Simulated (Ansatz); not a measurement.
A series of calculations on SnO

### Relaxation

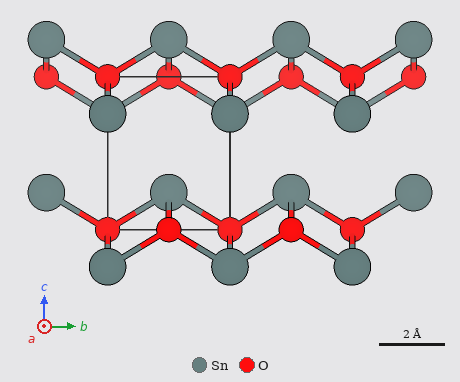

Crystalline SnO (set up in Pmmn), before the relaxation. Style: ball-and-stick. Shown: the cell of the calculation, repeated 1 × 2 × 1 with one cell outlined, along the a axis.

Case: uniaxial strain along a of +2.0 %; b, c and atoms relaxed.

Computed with Ansatz, DFT PBEsol, scalar-relativistic, plane waves, PAW.

Input file:
```yaml
crystal:
  lattice:
    - [3.8813998622, 0.0, 0.0]
    - [0.0, 3.7862675126, 0.0]
    - [0.0, 0.0, 4.7296644307]
  atoms:
    - { symbol: Sn, position: [0.0, 0.5, 0.2423994222] }
    - { symbol: Sn, position: [0.5, 0.0, 0.7576005778] }
    - { symbol: O, position: [0.5, 0.5, 0.0] }
    - { symbol: O, position: [0.0, 0.0, 0.0] }
basis:
  ecutwfc: 420
kpoints:
  mp_grid: { grid: [14, 14, 12] }
hamiltonian:
  xc: pbesol
scf:
  occupations: { method: gaussian, width: 0.1 }
output:
  forces: true
  stress: true
  eigenvalues: true
relax:
  adjacent_minimum: "off"
  f_tol: 0.008
  max_steps: 40
  cell: { stress_tol: 0.015, fix: [a, angles] }
```

Command:
```bash
ansatz run input.yaml --threads 1 --pin off --max-ram 2560MiB --backend cpu --events-out ev --progress --plain --runs-dir out
```

**What does the optimiser find from here?**

Over 4 accepted moves (6 points after the start) the energy falls by 6.5 meV per cell of the calculation. The largest force component goes from 0.15 to 0.00021 eV/Å. The pressure goes from −1.05 to −0.16 GPa. The SCF was repeated twice at an unchanged geometry on a basis and grid sized afresh for the cell, which shifted the energy by 1.5 meV per cell of the calculation at most. The largest moves relative to the cell, 0.034 Å, are those of O3 and O4. O3 goes along +c. By element the largest moves are O 0.034 Å, Sn 0.001 Å. The drawn cell changes as follows: a unchanged at 3.881 Å, b 3.786 → 3.740 Å (−1.2 %), c 4.730 → 4.749 Å (+0.4 %); the volume changes by −0.8 %. Near-neighbour distances that change, for instance: Sn1–O3 2.254 → 2.239 Å. Bond angles that change, for instance: Sn2–O3–Sn2 117.6° → 115.3°, O4–Sn1–O4 117.6° → 115.3°. The space group stays Pmmn (No. 59).

After the run, drawn alike:

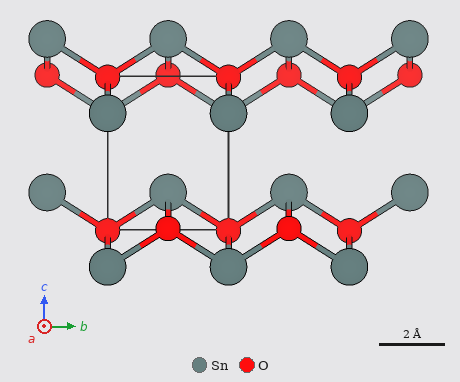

### Relaxation

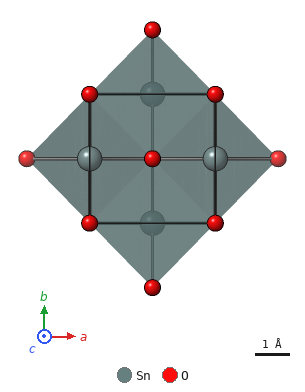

This is the input geometry for a relaxation of a crystal of SnO (set up in Pmmn). A polyhedral model of the cell of the calculation, seen along the c axis.

Case: uniaxial strain along a of -2.0 %; b, c and atoms relaxed.

Method: Ansatz 0.2.0, DFT PBEsol, scalar-relativistic, plane waves, PAW.

The input:
```yaml
crystal:
  lattice:
    - [3.7291881028, 0.0, 0.0]
    - [0.0, 3.8243204524, 0.0]
    - [0.0, 0.0, 4.7771987465]
  atoms:
    - { symbol: Sn, position: [0.0, 0.5, 0.2423994222] }
    - { symbol: Sn, position: [0.5, 0.0, 0.7576005778] }
    - { symbol: O, position: [0.5, 0.5, 0.0] }
    - { symbol: O, position: [0.0, 0.0, 0.0] }
basis:
  ecutwfc: 420
kpoints:
  mp_grid: { grid: [14, 14, 12] }
hamiltonian:
  xc: pbesol
scf:
  occupations: { method: gaussian, width: 0.1 }
output:
  forces: true
  stress: true
  eigenvalues: true
relax:
  adjacent_minimum: "off"
  f_tol: 0.008
  max_steps: 40
  cell: { stress_tol: 0.015, fix: [a, angles] }
```

Launched with:
```bash
ansatz run input.yaml --threads 1 --pin off --max-ram 2560MiB --backend cpu --events-out ev --progress --plain --runs-dir out
```

What does the optimiser find from here?

Answer. The energy falls by 1.9 meV per atom in 6 accepted moves (10 points after the start). Largest force component: 0.17 eV/Å at the start, under 0.0001 eV/Å at the end. Pressure: 1.25 GPa at the start and 0.15 GPa at the end. The line search rejected the trial step at point 3 of the run. At 3 points the geometry stayed and the basis and grid were re-selected for the new cell (energy shift of 0.5 meV per atom at most each time). The largest moves relative to the cell, 0.034 Å, are those of O3 and O4. O4 goes along +c. Sn stays in place. Cell: a unchanged at 3.729 Å, b 3.824 → 3.872 Å (+1.2 %), c 4.777 → 4.758 Å (−0.4 %). Volume +0.8 %. Near-neighbour distances that change, for instance: Sn1–O3 2.195 → 2.211 Å. Bond angles that change, for instance: O4–Sn1–O4 117.6° → 119.9°, Sn2–O3–Sn2 117.6° → 119.9°. The space group stays Pmmn (No. 59).

History of the run:

| step | E − E(0), meV/atom | largest force component, eV/Å | pressure, GPa | volume, Å³/atom | note |
| --- | --- | --- | --- | --- | --- |
| 0 | 0.00 | 0.1712 | 1.25 | 17.033 |  |
| 1 | -1.33 | 0.0568 | 0.38 | 17.142 |  |
| 2 | -1.36 | 0.0164 | 0.19 | 17.176 |  |
| 3 | -1.43 | 0.0283 | 0.10 | 17.154 | rejected |
| 4 | -1.39 | 0.0005 | 0.16 | 17.169 |  |
| 5 | -1.40 | 0.0000 | 0.17 | 17.166 |  |
| 6 | -1.91 | 0.0004 | 0.21 | 17.166 | same geometry, new basis |
| 7 | -1.90 | 0.0008 | 0.16 | 17.172 |  |
| 8 | -1.91 | 0.0008 | 0.17 | 17.172 | same geometry, new basis |
| 9 | -1.91 | 0.0000 | 0.15 | 17.174 |  |
| 10 | -1.91 | 0.0000 | 0.15 | 17.174 | same geometry, new basis |

The end point in the same view:

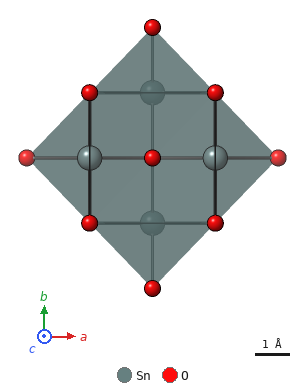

### A change

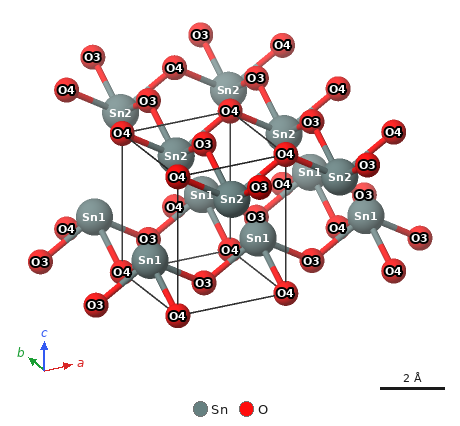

This is a crystal of SnO (set up in P4/nmm). Style: ball-and-stick. Shown: the cell of the calculation, repeated 2 × 2 × 1 with one cell outlined, from a free direction.

Method: Ansatz, DFT PBEsol, scalar-relativistic, plane waves, PAW. (plane-wave cutoff 420 eV; k-point mesh 14 × 14 × 12; occupations gaussian; smearing width 0.1 eV; no spin polarisation)

Change: Uniaxial strain along a, −2.0 %, is applied. The b and c axes and the atoms are relaxed.

> Predict the response.

The energy changes by less than 1 meV per atom. Pressure: 0.0 GPa before, 0.2 GPa after. The principal stresses (compression positive) are 0.5 GPa along a and none across it. Cell: a 3.805 → 3.729 Å (−2.0 %), b 3.805 → 3.872 Å (+1.7 %), c 4.753 → 4.758 Å (+0.1 %). Volume −0.2 %. The largest moves relative to the cell, 0.034 Å, are those of O3 and O4. O4 goes along +c. Sn stays in place. Near-neighbour distances before and after: O–Sn 2.224 → 2.211 to 2.236 Å. The space group (tolerance 0.01 Å) goes from P4/nmm (No. 129) to Pmmn (No. 59).

Drawn alike, the variant:

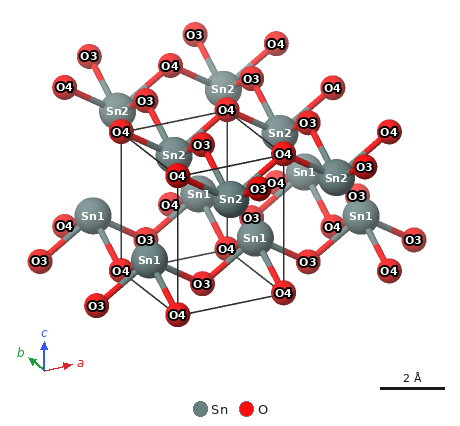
